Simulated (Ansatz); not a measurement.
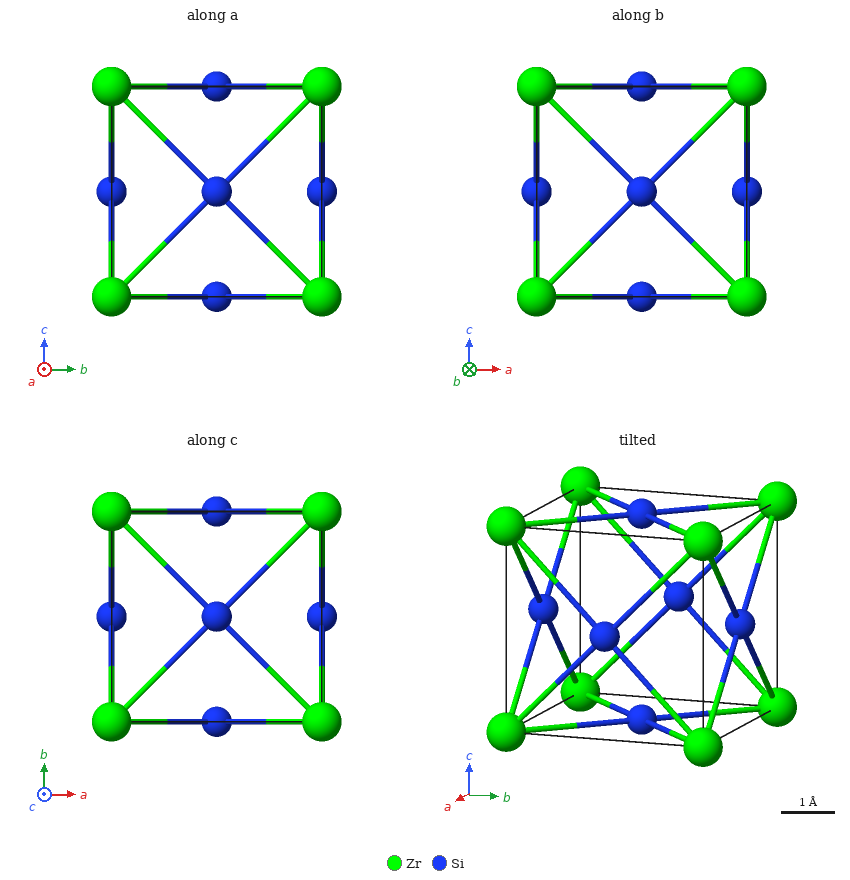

An orthographic ball-and-stick view of the structure, along the a axis, along the b axis, along the c axis and slightly off an axis. The lines enclose the conventional unit cell; boundary atoms appear with their images.

Lattice parameters: a = 3.9898 Å, b = 3.9898 Å, c = 3.9898 Å, α = 90.000°, β = 90.000°, γ = 90.000°.

**Express the structure as a CIF with its space group and independent sites.**

```cif
data_structure
_symmetry_space_group_name_H-M 'P m -3 m'
_symmetry_Int_Tables_number 221
_cell_length_a 3.9898
_cell_length_b 3.9898
_cell_length_c 3.9898
_cell_angle_alpha 90.000
_cell_angle_beta 90.000
_cell_angle_gamma 90.000
_cell_volume 63.51
loop_
_atom_site_label
_atom_site_type_symbol
_atom_site_symmetry_multiplicity
_atom_site_Wyckoff_symbol
_atom_site_fract_x
_atom_site_fract_y
_atom_site_fract_z
_atom_site_occupancy
Zr1 Zr 1 a 0.0000 0.0000 0.0000 1
Si1 Si 3 c 0.0000 0.5000 0.5000 1
```

Provenance: a structure type filled with these elements by a generator (whether the compound takes this form wasn't checked). Earlier steps of the study may have refined or changed the cell and positions. Ansatz was used for an electronic-structure calculation on it.
